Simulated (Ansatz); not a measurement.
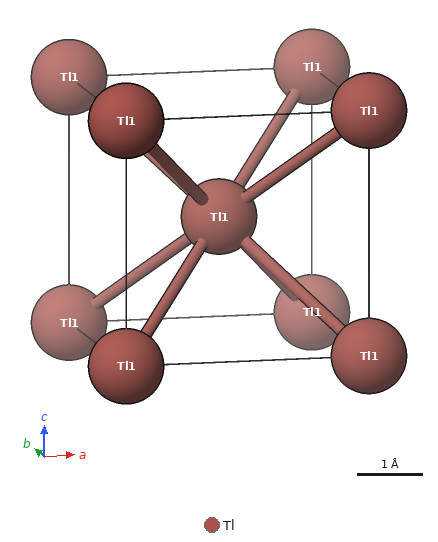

Fig. 1: The structure as given in the input (ball-and-stick view of the cell 2 times as large as that of the calculation, set on its symmetry axes, seen slightly off an axis; atoms are numbered from 1 in the order of the input).

**Two runs on Tl**

System: Tl (1 atom in the cell).
Method of run A: DFT, LDA, all-electron LAPW, scalar-relativistic, no spin polarisation (Ansatz 0.2.0).

The structure derives from an entry of the Crystallography Open Database. Text and figures count atoms from 1; the logs count them from 0 in places.

Input file, run A:
```yaml
crystal:
  lattice:
    - [-1.941, 1.941, 1.941]
    - [1.941, -1.941, 1.941]
    - [1.941, 1.941, -1.941]
  atoms:
    - { symbol: Tl, position: [0.0, 0.0, 0.0] }
kpoints:
  mp_grid: { grid: [13, 13, 13] }
  band_path:
    path:
      - [0.0, 0.0, 0.0]
      - [0.5, -0.5, 0.5]
      - [0.0, 0.0, 0.5]
      - [0.0, 0.0, 0.0]
      - [0.25, 0.25, 0.25]
      - [0.5, -0.5, 0.5]
      - [0.25, 0.25, 0.25]
      - [0.0, 0.0, 0.5]
    npoints: 5
scf:
  occupations: { method: fermi_dirac, width: 0.05 }
hamiltonian:
  xc: lda
  pseudopotentials: { kind: all_electron, lapw: { basis_error: 0.00025 } }
output:
  forces: true
  stress: true
  eigenvalues: true
```

Launched with:
```bash
ansatz run input.yaml --threads 1 --pin off --max-ram 2048MiB --backend cpu --events-out ev --progress --plain --runs-dir out
```

Hardware: 1 thread of an Arm (aarch64) CPU, shared host.

Output, shortened to warnings, some set-up lines, iterations and results (run A):
```
Basis set: ecut = 200.35908914585488 eV, 201 PW (Γ), exchange–correlation at level 2
Symmetry: 48 space group operations
k-points: 84 of 2197
Initial density: superposition of atomic densities (chi_scale 0.1, normalization cell)
[...]
SCF iter   1: F=—  HF=-550478.895870 eV  |F-HF|=—  |Δ(HF+E_count)|=         —  Δρ=4.09e-3  dr2=3.77e-3  ethr=1.06e-5  ⟨swp⟩=3.8  Hψ=12452  notcnv=0
SCF iter   2: F=—  HF=-550478.866439 eV  |F-HF|=—  |Δ(HF+E_count)|=   2.94e-2  Δρ=1.92e-3  dr2=1.01e-3  ethr=1.06e-5  ⟨swp⟩=2.7  Hψ=5525  notcnv=0
SCF iter   3: F=—  HF=-550478.864596 eV  |F-HF|=—  |Δ(HF+E_count)|=   1.84e-3  Δρ=1.38e-3  dr2=6.08e-4  ethr=2.87e-6  ⟨swp⟩=2.0  Hψ=5423  notcnv=0
SCF iter   4: F=—  HF=-550478.864293 eV  |F-HF|=—  |Δ(HF+E_count)|=   3.03e-4  Δρ=7.42e-4  dr2=2.21e-4  ethr=1.74e-6  ⟨swp⟩=2.0  Hψ=5422  notcnv=0
SCF iter   5: F=—  HF=-550478.864327 eV  |F-HF|=—  |Δ(HF+E_count)|=   3.45e-5  Δρ=3.72e-4  dr2=6.54e-5  ethr=6.30e-7  ⟨swp⟩=2.0  Hψ=5422  notcnv=0
SCF iter   6: F=—  HF=-550478.864342 eV  |F-HF|=—  |Δ(HF+E_count)|=   1.47e-5  Δρ=8.19e-5  dr2=1.74e-6  ethr=4.98e-9  ⟨swp⟩=2.0  Hψ=9164  notcnv=0
SCF iter   7: F=-550478.864342 eV  HF=-550478.864342 eV  |F-HF|=3.25e-8  |Δ(HF+E_count)|=   2.83e-7  Δρ=1.89e-5  dr2=7.91e-8  ethr=4.97e-9  ⟨swp⟩=2.0  Hψ=5422  notcnv=0
SCF 1 converged in 7 iterations: F = -550478.864342 eV  dr2 = 7.91e-8
NSCF: frozen V_eff on 36 k-points
SCF converged after 7 iterations
Free energy (F): -550478.864342 eV
Harris-Foulkes:  -550478.864342 eV  (|F-HF|=3.25e-8)
Internal energy: -550478.858666 eV  (E = F + TS)
E sigma→0 (E₀):  -550478.861504 eV
Entropy (-TS):   -0.005676 eV (-5.676 meV/atom)
Fermi energy:    14.760384 eV
--- Per-component energies (eV) ---
  E_band       = -1833.940258
  E_kinetic    = 632022.033309
  E_xc         = -10057.047703
  E_electrostatic = -1172443.844272  (all electrons and nuclei)
  E_smearing   = -0.005676  (= −TS)
  E_closure    = 0.000000  (closes the sum)
  E_atoms      = -550475.951364  (free atoms, spherical and without spin; not in F)
  Σ components = -550478.864342   (vs F -550478.864342, Δ=0.00e0)
  Basis errors (estimates in eV, not in F): energy 5.7e-5 per atom: plane waves 5.6e-5 (2.9e-5 summed), levels above the bands 1.2e-107, relativity 4.7e-9, radial functions 8.3e-7, core shells 1.1e-8; eigenvalues (radial functions only) 3.0e-5; not estimated: angular momenta, meshes, grids; target …
--- Forces (eV/Å), atoms counted from 1 ---
  atom   1  Tl    -0.00000000    -0.00000000    -0.00000000
  max |Σ_I F_I| component: 2.55e-31 eV/Å
--- Stress (GPa, compression-positive) ---
       -2.469767      -0.000000      -0.000000
       -0.000000      -2.469767      -0.000000
       -0.000000      -0.000000      -2.469767
  P = ⅓ Tr σ = -2.4698 GPa (-24.698 kbar)
```

The input of run B differs as follows (lines with − go, lines with + come):
```diff
-  xc: lda
+  xc: pbesol
```

What does this change do to the results?

The total energies belong to different methods, so their difference says nothing on which is more stable or more accurate. The pressure goes from −2.47 to −0.77 GPa. The functional changes from LDA to PBEsol. Along LDA, PBEsol, PBE and RPBE the binding weakens and the preferred volume grows, so the same cell is under more pressure with the later ones. The number of SCF iterations is the same.

Output, shortened to warnings, some set-up lines, iterations and results (run B):
```
Basis set: ecut = 200.29174001901438 eV, 201 PW (Γ), exchange–correlation at level 2
Symmetry: 48 space group operations
k-points: 84 of 2197
Initial density: superposition of atomic densities (chi_scale 0.1, normalization cell)
[...]
SCF iter   1: F=—  HF=-550627.806175 eV  |F-HF|=—  |Δ(HF+E_count)|=         —  Δρ=4.64e-3  dr2=5.07e-3  ethr=1.44e-5  ⟨swp⟩=3.7  Hψ=12378  notcnv=0
SCF iter   2: F=—  HF=-550627.777267 eV  |F-HF|=—  |Δ(HF+E_count)|=   2.89e-2  Δρ=2.33e-3  dr2=1.57e-3  ethr=1.44e-5  ⟨swp⟩=2.1  Hψ=5460  notcnv=0
SCF iter   3: F=—  HF=-550627.775604 eV  |F-HF|=—  |Δ(HF+E_count)|=   1.66e-3  Δρ=1.68e-3  dr2=9.50e-4  ethr=4.49e-6  ⟨swp⟩=2.0  Hψ=5421  notcnv=0
SCF iter   4: F=—  HF=-550627.775333 eV  |F-HF|=—  |Δ(HF+E_count)|=   2.71e-4  Δρ=8.96e-4  dr2=3.41e-4  ethr=2.71e-6  ⟨swp⟩=2.0  Hψ=5421  notcnv=0
SCF iter   5: F=—  HF=-550627.775401 eV  |F-HF|=—  |Δ(HF+E_count)|=   6.76e-5  Δρ=4.45e-4  dr2=9.66e-5  ethr=9.73e-7  ⟨swp⟩=2.0  Hψ=5421  notcnv=0
SCF iter   6: F=—  HF=-550627.775425 eV  |F-HF|=—  |Δ(HF+E_count)|=   2.45e-5  Δρ=9.43e-5  dr2=2.16e-6  ethr=6.19e-9  ⟨swp⟩=2.0  Hψ=9162  notcnv=0
SCF iter   7: F=-550627.775426 eV  HF=-550627.775426 eV  |F-HF|=8.00e-8  |Δ(HF+E_count)|=   7.23e-7  Δρ=2.16e-5  dr2=9.41e-8  ethr=6.18e-9  ⟨swp⟩=2.0  Hψ=5421  notcnv=0
SCF 1 converged in 7 iterations: F = -550627.775426 eV  dr2 = 9.41e-8
NSCF: frozen V_eff on 36 k-points
SCF converged after 7 iterations
Free energy (F): -550627.775426 eV
Harris-Foulkes:  -550627.775426 eV  (|F-HF|=8.00e-8)
Internal energy: -550627.769826 eV  (E = F + TS)
E sigma→0 (E₀):  -550627.772626 eV
Entropy (-TS):   -0.005600 eV (-5.600 meV/atom)
Fermi energy:    14.971574 eV
--- Per-component energies (eV) ---
  E_band       = -1824.742817
  E_kinetic    = 632312.024060
  E_xc         = -10207.219157
  E_electrostatic = -1172732.574729  (all electrons and nuclei)
  E_smearing   = -0.005600  (= −TS)
  E_closure    = 0.000000  (closes the sum)
  E_atoms      = -550625.162290  (free atoms, spherical and without spin; not in F)
  Σ components = -550627.775426   (vs F -550627.775426, Δ=0.00e0)
  Basis errors (estimates in eV, not in F): energy 6.1e-5 per atom: plane waves 6.0e-5 (3.1e-5 summed), levels above the bands 4.8e-107, relativity 5.4e-9, radial functions 8.4e-7, core shells 1.0e-8; eigenvalues (radial functions only) 3.0e-5; not estimated: angular momenta, meshes, grids; target …
--- Forces (eV/Å), atoms counted from 1 ---
  atom   1  Tl    -0.00000000     0.00000000     0.00000000
  max |Σ_I F_I| component: 2.63e-31 eV/Å
--- Stress (GPa, compression-positive) ---
       -0.769842      -0.000000       0.000000
       -0.000000      -0.769842      -0.000000
        0.000000      -0.000000      -0.769842
  P = ⅓ Tr σ = -0.7698 GPa (-7.698 kbar)
```

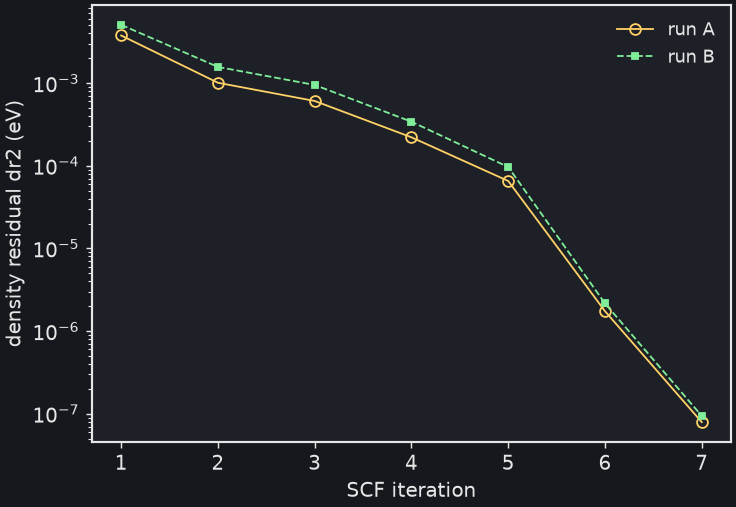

Fig. 2: Convergence of the two runs: density residual dr2 against the SCF iteration. Run A takes 7 iterations in all, and run B takes 7.

The two runs side by side:

| quantity | run A | run B |
| --- | --- | --- |
| outcome | converged | converged |
| free energy per atom (eV) | −550478.8643 | −550627.7754 |
| energy per atom, smearing taken to zero (eV) | −550478.8615 | −550627.7726 |
| pressure (GPa) | −2.47 | −0.77 |
| largest force (eV/Å) | 0.000 | 0.000 |
| SCF iterations | 7 | 7 |
| irreducible k-points | 84 | 84 |
| plane waves at Γ | 201 | 201 |
| wall time (shared host) | 13 s | 13 s |

For both runs: Spin–orbit coupling is left out, which matters for Tl.
